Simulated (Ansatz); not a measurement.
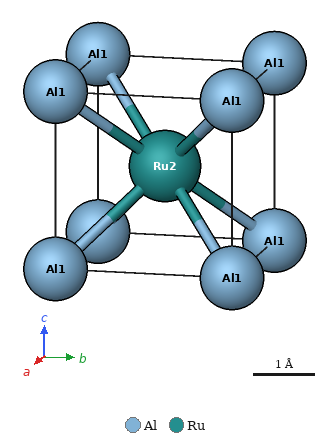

Figure 1. The structure as given in the input (ball-and-stick view of the cell of the calculation, seen slightly off an axis; atoms are numbered from 1 in the order of the input). An atom can appear more than once, as a periodic image.

## Geometry relaxation, with input and output: AlRu

- system: AlRu (Pm-3m, 2 atoms in the cell)
- method: DFT PBE+D3(BJ), scalar-relativistic, plane waves, PAW, no spin polarisation (Ansatz 0.2.0)

The structure derives from an entry of the Crystallography Open Database. Figures and captions count atoms from 1; the log counts them from 0 in places.

Output
```
Engine: ansatz 0.2.0, x86_64-unknown-linux-gnu
Pseudopotentials: kind: paw
Pseudopotential: Al, paw, valence charge 3, recommended cutoff 420 eV (normal), Al.paw.azcp
Pseudopotential: Ru, paw, valence charge 16, recommended cutoff 420 eV (normal), Ru.paw.azcp
Functional definition: PBE
  parameter kappa = 0.804
  parameter beta = 0.06672455060314922
  exchange = pbe_x(kappa = kappa, mu = beta*pi^2/3)
  correlation = pbe_c(beta = beta)
Crystal: 2 atoms, lattice volume = 26.774 Å³
Basis set: ecut = 420 eV, 485 PW (Γ), exchange–correlation on 40×40×40 points (8 copies of the dense FFT grid, shifted against one another)
Bands: 14, of which v1, the nominal top of the filled ones, is band 10 counted from 1 (9 counted from 0)
Symmetry: 48 space group operations
Space group: Pm-3m (ITA 221), of the structure as read, at distance tolerance 3.0e-5 Å
k-points: 120 of 2744
Non-local potential: Al, projectors of the file, l = 0: 2, l = 1: 2, l = 2: 1
Non-local potential: Ru, projectors of the file, l = 0: 3, l = 1: 2, l = 2: 2, l = 3: 1
PAW form: soft (Blöchl's): semilocal exchange-correlation on the pseudo side does not see the compensation charge
PAW one-centre angular grid: Al, 110 points (default); XC on 64 Gauss nodes
PAW one-centre angular grid: Ru, 590 points (default); XC on 64 Gauss nodes
Initial density: superposition of atomic densities (neutral atoms: chi_scale 0, normalization atom), corrected by the library's trained network
Initial wavefunctions: pseudopotential atomic-orbital guess
Functional: x = pbe(κ = 0.804, μ = 0.2195149727645171), c = pbe(β = 0.06672455060314922)
SCF iter   1: F=—  HF=-6418.495135 eV  |F-HF|=—  |Δ(HF+E_count)|=         —  Δρ=3.59e-3  dr2=3.26e-3  ethr=1.77e-3  ⟨swp⟩=5.0  Hψ=8840  notcnv=0
preconditioner: auto → none  [metal: Δε(μ)=0.023 eV  Ē_g=8.879 eV  σ=0.100 eV  W_gap=0.13  n_scr=6 (ndim 8)  ℏωp=23.8 eV  f_vac=0.000  D(μ)=1.92/eV (n_scr^D=18)  sad-step TF]
SCF iter   2: F=—  HF=-6418.494614 eV  |F-HF|=—  |Δ(HF+E_count)|=   5.21e-4  Δρ=2.13e-3  dr2=1.37e-3  ethr=1.72e-5  ⟨swp⟩=2.1  Hψ=2866  notcnv=0
SCF iter   3: F=—  HF=-6418.494352 eV  |F-HF|=—  |Δ(HF+E_count)|=   2.62e-4  Δρ=2.82e-4  dr2=1.54e-5  ethr=7.18e-6  ⟨swp⟩=2.0  Hψ=2116  notcnv=0
SCF iter   4: F=—  HF=-6418.494245 eV  |F-HF|=—  |Δ(HF+E_count)|=   1.07e-4  Δρ=8.73e-5  dr2=1.15e-6  ethr=8.09e-8  ⟨swp⟩=2.1  Hψ=2214  notcnv=0
iter 5 did not close the SCF: its close was put off for the readings that it lacked (scf_convergence_deferred on its scf_iter line)
SCF iter   5: F=-6418.494245 eV  HF=-6418.494245 eV  |F-HF|=5.84e-9  |Δ(HF+E_count)|=   8.62e-8  Δρ=1.29e-5  dr2=1.30e-8  ethr=6.06e-9  ⟨swp⟩=2.3  Hψ=2659  notcnv=0
SCF iter   6: F=-6418.494245 eV  HF=-6418.494245 eV  |F-HF|=1.00e-10  |Δ(HF+E_count)|=   1.97e-9  Δρ=2.19e-6  dr2=2.93e-10  ethr=6.85e-11  ⟨swp⟩=2.3  Hψ=5404  notcnv=0
SCF 1 converged in 6 iterations: F = -6418.494245 eV  dr2 = 2.93e-10
  greatest PAW one-centre occupation: 0.998 electrons in one spin orbital (limit 2), on the Ru atom at site 1 (counted from 0), in its partial waves of l = 0
relax step   1: F+E_penalty+E_count = -6418.49424483 eV  Δ(F+E_penalty+E_count) = +0.000e0 eV  max|allowed force component| = 9.729e-29 eV/Å  Δτ_max = 0.0000 Å  P = -3.840 GPa  Ω = 26.774 Å³  (6 SCF iters, dr2 threshold 1.00e-7 eV, accepted)
Crystal: 2 atoms, lattice volume = 26.170 Å³
Initial density: handed on by an earlier stage of this run
Initial wavefunctions: those handed on with the density
iter 1 solved again at ethr=1.53e-5 eV; its pass at ethr=3.10e-3 eV (dr2=2.90e-3 eV) is discarded
SCF iter   1: F=—  HF=-6418.500726 eV  |F-HF|=—  |Δ(HF+E_count)|=         —  Δρ=2.66e-3  dr2=2.56e-3  ethr=1.53e-5  ⟨swp⟩=1.7  Hψ=10446  notcnv=0
preconditioner: auto → none  [metal: Δε(μ)=0.024 eV  Ē_g=9.068 eV  σ=0.100 eV  W_gap=0.13  n_scr=6 (ndim 8)  ℏωp=24.1 eV  f_vac=0.000  D(μ)=1.86/eV (n_scr^D=18)]
SCF iter   2: F=—  HF=-6418.500164 eV  |F-HF|=—  |Δ(HF+E_count)|=   5.62e-4  Δρ=9.24e-4  dr2=2.60e-4  ethr=1.35e-5  ⟨swp⟩=1.4  Hψ=1885  notcnv=0
SCF iter   3: F=—  HF=-6418.500089 eV  |F-HF|=—  |Δ(HF+E_count)|=   7.53e-5  Δρ=1.63e-4  dr2=7.01e-6  ethr=1.37e-6  ⟨swp⟩=2.0  Hψ=2133  notcnv=0
SCF iter   4: F=—  HF=-6418.500034 eV  |F-HF|=—  |Δ(HF+E_count)|=   5.48e-5  Δρ=2.12e-5  dr2=4.04e-8  ethr=3.69e-8  ⟨swp⟩=2.3  Hψ=2293  notcnv=0
iter 5 did not close the SCF: its close was put off for the readings that it lacked (scf_convergence_deferred on its scf_iter line)
SCF iter   5: F=-6418.500034 eV  HF=-6418.500034 eV  |F-HF|=4.35e-9  |Δ(HF+E_count)|=   3.36e-8  Δρ=3.91e-6  dr2=5.12e-9  ethr=2.13e-10  ⟨swp⟩=2.0  Hψ=2653  notcnv=0
SCF iter   6: F=-6418.500034 eV  HF=-6418.500034 eV  |F-HF|=3.58e-10  |Δ(HF+E_count)|=  9.66e-10  Δρ=1.24e-6  dr2=4.41e-10  ethr=2.69e-11  ⟨swp⟩=1.9  Hψ=4508  notcnv=0
SCF 2 converged in 6 iterations: F = -6418.500034 eV  dr2 = 4.41e-10
relax step   2: F+E_penalty+E_count = -6418.50003419 eV  Δ(F+E_penalty+E_count) = -5.789e-3 eV  max|allowed force component| = 1.394e-29 eV/Å  Δτ_max = 0.0000 Å  P = +1.004 GPa  Ω = 26.170 Å³  energy of the carried Pulay correction = +2.599e-4 eV  (6 SCF iters, dr2 threshold 2.00e-7 eV, accepted)
Crystal: 2 atoms, lattice volume = 26.293 Å³
iter 1 solved again at ethr=5.49e-7 eV; its pass at ethr=3.10e-3 eV (dr2=1.04e-4 eV) is discarded
SCF iter   1: F=—  HF=-6418.500442 eV  |F-HF|=—  |Δ(HF+E_count)|=         —  Δρ=5.38e-4  dr2=1.05e-4  ethr=5.49e-7  ⟨swp⟩=2.2  Hψ=9511  notcnv=0
preconditioner: auto → none  [metal: Δε(μ)=0.006 eV  Ē_g=9.038 eV  σ=0.100 eV  W_gap=0.03  n_scr=6 (ndim 8)  ℏωp=24.0 eV  f_vac=0.000  D(μ)=1.89/eV (n_scr^D=18)]
SCF iter   2: F=—  HF=-6418.500356 eV  |F-HF|=—  |Δ(HF+E_count)|=   8.64e-5  Δρ=1.92e-4  dr2=1.14e-5  ethr=5.49e-7  ⟨swp⟩=1.5  Hψ=1881  notcnv=0
SCF iter   3: F=—  HF=-6418.500352 eV  |F-HF|=—  |Δ(HF+E_count)|=   3.29e-6  Δρ=3.28e-5  dr2=2.99e-7  ethr=5.99e-8  ⟨swp⟩=1.8  Hψ=2034  notcnv=0
iter 4 did not close the SCF: its close was put off for the readings that it lacked (scf_convergence_deferred on its scf_iter line)
SCF iter   4: F=-6418.500352 eV  HF=-6418.500352 eV  |F-HF|=1.36e-9  |Δ(HF+E_count)|=   5.03e-8  Δρ=4.38e-6  dr2=1.08e-9  ethr=1.57e-9  ⟨swp⟩=2.2  Hψ=2301  notcnv=0
iter 5 did not close the SCF: its close was put off for the readings that it lacked (scf_convergence_deferred on its scf_iter line)
SCF iter   5: F=-6418.500352 eV  HF=-6418.500352 eV  |F-HF|=7.82e-11  |Δ(HF+E_count)|=   1.48e-9  Δρ=7.01e-7  dr2=8.74e-11  ethr=5.70e-12  ⟨swp⟩=2.0  Hψ=2615  notcnv=0
SCF iter   6: F=-6418.500352 eV  HF=-6418.500352 eV  |F-HF|=1.82e-12  |Δ(HF+E_count)|=  1.91e-11  Δρ=1.51e-7  dr2=1.11e-12  ethr=1.00e-12  ⟨swp⟩=1.0  Hψ=4160  notcnv=0
SCF 3 converged in 6 iterations: F = -6418.500352 eV  dr2 = 1.11e-12
relax step   3: F+E_penalty+E_count = -6418.50035217 eV  Δ(F+E_penalty+E_count) = -3.180e-4 eV  max|allowed force component| = 4.782e-30 eV/Å  Δτ_max = 0.0000 Å  P = -0.031 GPa  Ω = 26.293 Å³  energy of the carried Pulay correction = +2.065e-4 eV  (6 SCF iters, dr2 threshold 2.00e-7 eV, accepted)
Initial wavefunctions: pseudopotential atomic-orbital guess (no wavefunctions were taken with the density)
iter 1 solved again at ethr=8.67e-9 eV; its pass at ethr=3.10e-3 eV (dr2=1.65e-6 eV) is discarded
SCF iter   1: F=—  HF=-6418.500219 eV  |F-HF|=—  |Δ(HF+E_count)|=         —  Δρ=4.18e-5  dr2=7.63e-8  ethr=8.67e-9  ⟨swp⟩=3.0  Hψ=13397  notcnv=0
preconditioner: auto → none  [metal: Δε(μ)=0.009 eV  Ē_g=9.036 eV  σ=0.100 eV  W_gap=0.05  n_scr=6 (ndim 8)  ℏωp=24.0 eV  f_vac=0.000  D(μ)=1.89/eV (n_scr^D=18)]
SCF iter   2: F=—  HF=-6418.500155 eV  |F-HF|=—  |Δ(HF+E_count)|=   6.42e-5  Δρ=1.87e-5  dr2=1.64e-8  ethr=4.01e-10  ⟨swp⟩=2.0  Hψ=2678  notcnv=0
SCF iter   3: F=—  HF=-6418.500155 eV  |F-HF|=—  |Δ(HF+E_count)|=   1.06e-8  Δρ=4.82e-6  dr2=1.06e-9  ethr=8.65e-11  ⟨swp⟩=3.0  Hψ=2832  notcnv=0
SCF iter   4: F=—  HF=-6418.500155 eV  |F-HF|=—  |Δ(HF+E_count)|=   1.09e-9  Δρ=8.01e-7  dr2=3.16e-11  ethr=5.60e-12  ⟨swp⟩=2.6  Hψ=2331  notcnv=0
iter 5 did not close the SCF: its close was put off for the readings that it lacked (scf_convergence_deferred on its scf_iter line)
SCF iter   5: F=-6418.500155 eV  HF=-6418.500155 eV  |F-HF|=9.09e-13  |Δ(HF+E_count)|=  4.82e-11  Δρ=1.79e-7  dr2=6.01e-12  ethr=1.00e-12  ⟨swp⟩=1.0  Hψ=1680  notcnv=0
SCF iter   6: F=-6418.500155 eV  HF=-6418.500155 eV  |F-HF|=1.82e-12  |Δ(HF+E_count)|=  2.73e-12  Δρ=1.33e-8  dr2=4.94e-14  ethr=1.00e-12  ⟨swp⟩=3.7  Hψ=6318  notcnv=0
SCF 4 converged in 6 iterations: F = -6418.500155 eV  dr2 = 4.94e-14
relax step   4: F+E_penalty+E_count = -6418.50015493 eV  Δ(F+E_penalty+E_count) = +1.972e-4 eV  max|allowed force component| = 6.607e-30 eV/Å  Δτ_max = 0.0000 Å  P = -0.032 GPa  Ω = 26.293 Å³  stress off target by 3.18e-2 GPa  SCF on the basis re-selected at this cell (its energy is not comparable with the rows above)  (6 SCF iters)
```

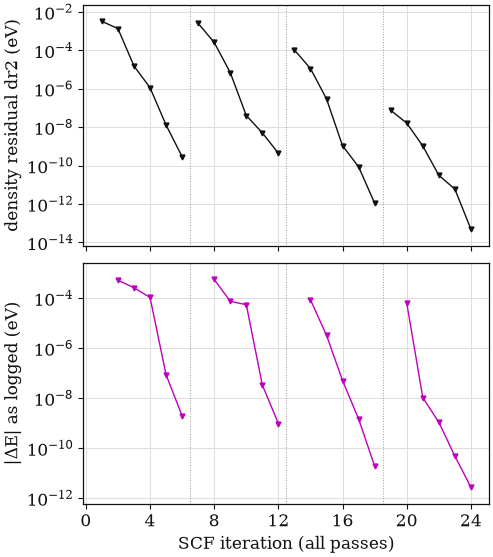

Figure 2. Convergence of the self-consistent field: density residual dr2 and size of the energy change against the SCF iteration. The dotted lines part the SCF passes of the relaxation: geometry steps, rejected trials and re-solves on a re-selected basis. The passes take 6, 6, 6 and 6 iterations.

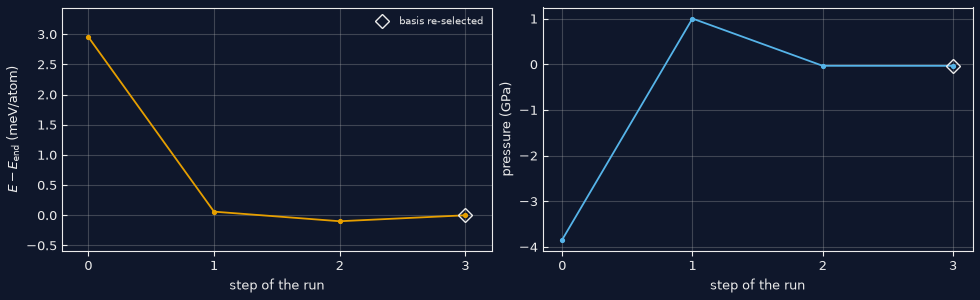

Figure 3. Progress of the relaxation, step by step (the first geometry is step 0 here and step 1 in the log).

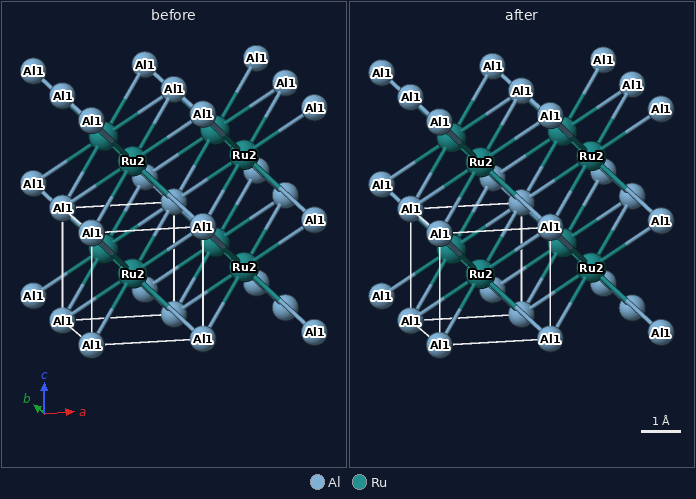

Figure 4. Before (left) and after (right) the relaxation, at one scale (ball-and-stick view of the cell of the calculation, repeated 2 × 2 × 2, seen slightly off an axis). Over 2 geometry steps the energy falls by 3.1 meV per atom. All forces vanish by symmetry, so only the cell relaxes. The pressure goes from −3.84 to −0.03 GPa. The atoms keep their places relative to the cell (all moves are under 0.005 Å). The drawn cell changes as follows: a = b = c 2.992 → 2.974 Å (−0.6 %); the volume changes by −1.8 %. Distances before and after: Al1–Ru2 2.591 → 2.575 Å. The space group stays Pm-3m (No. 221). A last SCF at the same geometry on a re-selected plane-wave basis shifts the energy by +0.1 meV per atom. (Atoms are counted from 1 in the order of the input.)

```
basis re-selected at this cell: Δ(F+E_penalty+E_count) = +1.972e-4 eV, ΔP = -0.001 GPa vs the last step (what re-selecting the basis moved, of the pressure what is left beyond the Pulay correction that the steps carried, after the strain that the cell walked since its last selection, with what the two solves' SCF thresholds leave and, on support functions, any second-order correction that the steps lacked; it is no measure of the basis error at this ecutwfc). This SCF's stress stands 3.18e-2 GPa from its target on what of the cell is left free (relax.cell.stress_tol is 5.00e-2 GPa) and its largest allowed force component is 6.61e-30 eV/Å (relax.f_tol is 5.00e-3 eV/Å): within both
SCF converged after 6 iterations
Free energy (F): -6418.500155 eV
Harris-Foulkes:  -6418.500155 eV  (|F-HF|=1.82e-12)
Internal energy: -6418.490722 eV  (E = F + TS)
E sigma→0 (E₀):  -6418.495438 eV
Entropy (-TS):   -0.009433 eV (-4.717 meV/atom)
Fermi energy:    16.470168 eV
--- Per-component energies (eV) ---
  E_band       = -113.658567
  E_kinetic    = 544.325294
  E_local      = -1780.834767  (includes V_loc(G=0)·N_el)
  E_nonlocal   = 354.781340
  E_hartree    = 633.178624
  E_xc         = -232.654757
  E_vxc        = -271.295675  (∫ρ·V_xc dr)
  E_paw        = -3929.329010  (= ΣΔE_a)
  E_vpaw       = -226.991840  (= ΣTr[D̂ρ^β])
  E_aug_tail   = -0.000177  (compensation charges beyond the density's cutoff)
  E_ewald      = -2006.907441
  E_disp       = -1.049828  (pairwise vdW)
  E_smearing   = -0.009433  (= −TS)
  E_closure    = 0.000000  (closes the sum)
  Σ components = -6418.500155   (vs F -6418.500155, Δ=0.00e0)
--- Forces (eV/Å), atoms counted from 1 ---
  atom   1  Al     0.00000000    -0.00000000     0.00000000
  atom   2  Ru     0.00000000     0.00000000    -0.00000000
  max |Σ_I F_I| component: 1.41e-29 eV/Å
--- Stress (GPa, compression-positive) ---
       -0.031821       0.000000      -0.000000
        0.000000      -0.031821      -0.000000
       -0.000000      -0.000000      -0.031821
  P = ⅓ Tr σ = -0.0318 GPa (-0.318 kbar)
--- Band table (eV; the first three rows and the last of 120) ---
  k-point 0: bands = ["-55.3286", "-25.2787", "-25.2787", "-25.2787", "6.7061", "12.8077", "12.8077", "16.6575", "16.6575", "16.6575", "22.6432", "22.6432", "22.6432", "27.5103"]
  k-point 1: bands = ["-55.3278", "-25.2900", "-25.2778", "-25.2778", "6.8055", "12.8431", "12.8440", "16.5309", "16.5309", "16.6700", "22.1570", "22.8438", "22.8438", "27.2790"]
  k-point 2: bands = ["-55.3254", "-25.3214", "-25.2752", "-25.2752", "7.0990", "12.9249", "12.9448", "16.2084", "16.2084", "16.7052", "21.1275", "23.3888", "23.3888", "26.6781"]
  k-point 119: bands = ["-55.2785", "-25.4498", "-25.4498", "-25.4498", "11.7409", "11.7409", "11.7409", "18.1518", "18.1518", "19.1673", "20.6474", "20.6474", "20.6474", "25.1785"]
--- Relaxed structure (3 steps of the walk, 3 accepted, 1 SCFs on fresh bases) ---
  F+E_penalty+E_count = -6418.50015493 eV   max|allowed force component| = 6.607e-30 eV/Å   (the final SCF, on the basis selected at the relaxed cell)
  cell:  # Å, volume = 26.2931 Å³
    - [2.973587464098556, 1.6049416203226965e-35, 0.0]
    - [-3.209883240645393e-35, 2.973587464098556, 1.6049416203226965e-35]
    - [-4.81482486096809e-35, 1.6049416203226965e-35, 2.973587464098556]
  atoms:
    - { symbol: Al, position: [-1.2017212292829414e-33, 3.4334892265227075e-34, 6.437792299730213e-35] }
    - { symbol: Ru, position: [0.5, 0.5, 0.5] }
```

Trajectory as extended XYZ (Å, eV, eV/Å), 4 frames, from step=1 to step=4
```
2
Lattice="2.9916 0.0000 0.0000 0.0000 2.9916 0.0000 0.0000 0.0000 2.9916" Properties=species:S:1:pos:R:3:forces:R:3 step=1 energy=-6418.49424 pressure_GPa=-3.84
Al    0.0000    0.0000    0.0000    0.0000   0.0000   0.0000
Ru    1.4958    1.4958    1.4958    0.0000   0.0000   0.0000
2
Lattice="2.9689 0.0000 0.0000 0.0000 2.9689 0.0000 0.0000 0.0000 2.9689" Properties=species:S:1:pos:R:3:forces:R:3 step=2 energy=-6418.50003 pressure_GPa=1.00
Al    0.0000    0.0000    0.0000    0.0000   0.0000   0.0000
Ru    1.4845    1.4845    1.4845    0.0000   0.0000   0.0000
2
Lattice="2.9736 0.0000 0.0000 0.0000 2.9736 0.0000 0.0000 0.0000 2.9736" Properties=species:S:1:pos:R:3:forces:R:3 step=3 energy=-6418.50035 pressure_GPa=-0.03
Al    0.0000    0.0000    0.0000    0.0000   0.0000   0.0000
Ru    1.4868    1.4868    1.4868    0.0000   0.0000   0.0000
2
Lattice="2.9736 0.0000 0.0000 0.0000 2.9736 0.0000 0.0000 0.0000 2.9736" Properties=species:S:1:pos:R:3:forces:R:3 step=4 energy=-6418.50015 pressure_GPa=-0.03
Al    0.0000    0.0000    0.0000    0.0000   0.0000   0.0000
Ru    1.4868    1.4868    1.4868    0.0000   0.0000   0.0000
```

The run was set up as follows.

Input
```yaml
crystal:
  lattice:
    - [2.9916, 0.0, 0.0]
    - [0.0, 2.9916, 0.0]
    - [0.0, 0.0, 2.9916]
  atoms:
    - { symbol: Al, position: [0.0, 0.0, 0.0] }
    - { symbol: Ru, position: [0.5, 0.5, 0.5] }
basis:
  ecutwfc: 420
kpoints:
  mp_grid: { grid: [14, 14, 14] }
hamiltonian:
  xc: pbe
  dispersion: d3bj
scf:
  occupations: { method: gaussian, width: 0.1 }
output:
  forces: true
  stress: true
  eigenvalues: true
relax:
  adjacent_minimum: "off"
  f_tol: 0.005
  max_steps: 80
  cell: { stress_tol: 0.05 }
```

Run as:
```bash
ansatz run input.yaml --threads 4 --pin off --max-ram 10240MiB --backend cpu --events-out ev --progress --plain --runs-dir out
```

Results in brief

| quantity | value |
| --- | --- |
| outcome | converged |
| space group (tolerance 0.01 Å) | Pm-3m (221) |
| electrons treated | 19 |
| free energy | −6418.5002 eV |
| Fermi energy | 16.470 eV |
| gap on the k-point mesh | none (metallic) |
| pressure | −0.03 GPa |
| final volume | 26.29 Å³ |
| largest force (length of the vector) at the end | under 0.001 eV/Å |
| final cell | a = 2.974 Å, b = 2.974 Å, c = 2.974 Å, α = 90.00°, β = 90.00°, γ = 90.00° |
| hardware | 4 threads of Intel Xeon @ 2.50GHz (Skylake/Cascade Lake), 189 GiB of memory available, shared host |
| wall time | 6.7 s (CPU time 20 s) |
| peak memory | 0.38 GiB |
